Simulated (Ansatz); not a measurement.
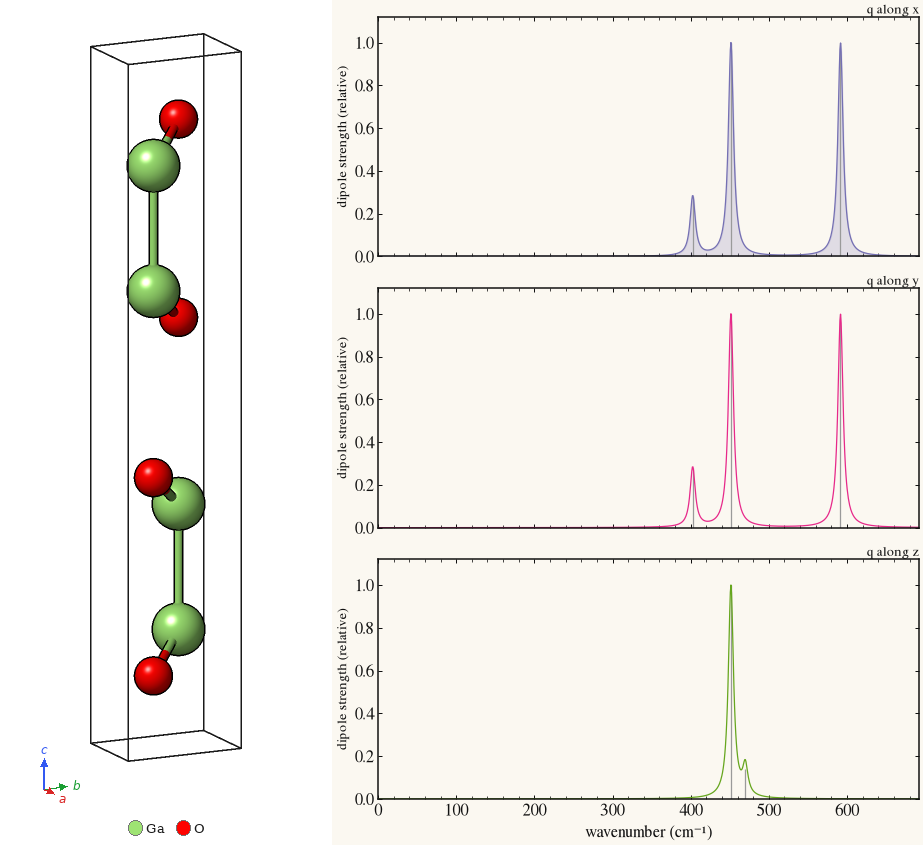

The figure shows the polar optical modes, transverse and longitudinal, for each direction of approach to the zone centre for GaO, space group P6_3/mmc (No. 194) (cell built by us, not taken from a database). Lines are broadened by Lorentzians of 8 cm⁻¹ full width; each panel is scaled to its strongest line. The conventional cell is drawn beside the plot.

Structure:
```
CELL_PARAMETERS angstrom
3.10466 0.00000 0.00000
-1.55233 2.68872 0.00000
0.00000 0.00000 13.91460
ATOMIC_POSITIONS crystal
Ga 0.33333 0.66667 0.15997
Ga 0.66667 0.33333 0.65997
Ga 0.33333 0.66667 0.34003
Ga 0.66667 0.33333 0.84003
O 0.33333 0.66667 0.60767
O 0.66667 0.33333 0.10767
O 0.33333 0.66667 0.89233
O 0.66667 0.33333 0.39233
```

Computed with Ansatz 0.2.0: optical phonons of an insulator on the approach to the zone centre along x, y and z with the field of polar modes, imaginary frequencies are negative, field response on a mesh refined by the program; plane waves with PAW datasets. Level: PBE, no spin polarisation.

- wave cutoff: 420 eV
- k mesh: 12×12×2
- occupations: fixed
- pressure: 0 GPa

Where do the polar lines stronger than 2 % of the strongest lie for each direction?

Answer. Along x the polar lines lie at 402.6, 451.5, 591.7 cm⁻¹; along y the polar lines lie at 402.6, 451.5, 591.7 cm⁻¹; along z the polar lines lie at 451.5, 469.9 cm⁻¹.

Keep in mind: field response not converged on the k mesh; weakly bound, no dispersion correction.

The computed values:

```tsv
at	frequency (cm⁻¹)	degeneracy	dipole strength ((D/Å)²/amu)
x	19.0	1	0
x	21.9	2	0
x	74.8	2	0
x	77.6	2	0
x	196.2	1	0
x	197.5	1	0
x	402.6	1	11.8
x	451.3	2	0
x	451.5	1	42.2
x	452.0	2	0
x	452.2	2	0
x	477.4	1	0
x	487.2	1	0
x	490.7	1	0
x	591.7	1	42.2
y	19.0	1	0
y	21.9	2	0
y	74.8	2	0
y	77.6	2	0
y	196.2	1	0
y	197.5	1	0
y	402.6	1	11.8
y	451.3	2	0
y	451.5	1	42.2
y	452.0	2	0
y	452.2	2	0
y	477.4	1	0
y	487.2	1	0
y	490.7	1	0
y	591.7	1	42.2
z	19.0	1	0
z	21.9	2	0
z	74.8	2	0
z	77.6	2	0
z	196.2	1	0
z	197.5	1	0
z	451.3	2	0
z	451.5	2	84.4
z	452.0	2	0
z	452.2	2	0
z	469.9	1	11.8
z	477.4	1	0
z	487.2	1	0
z	490.7	1	0
```
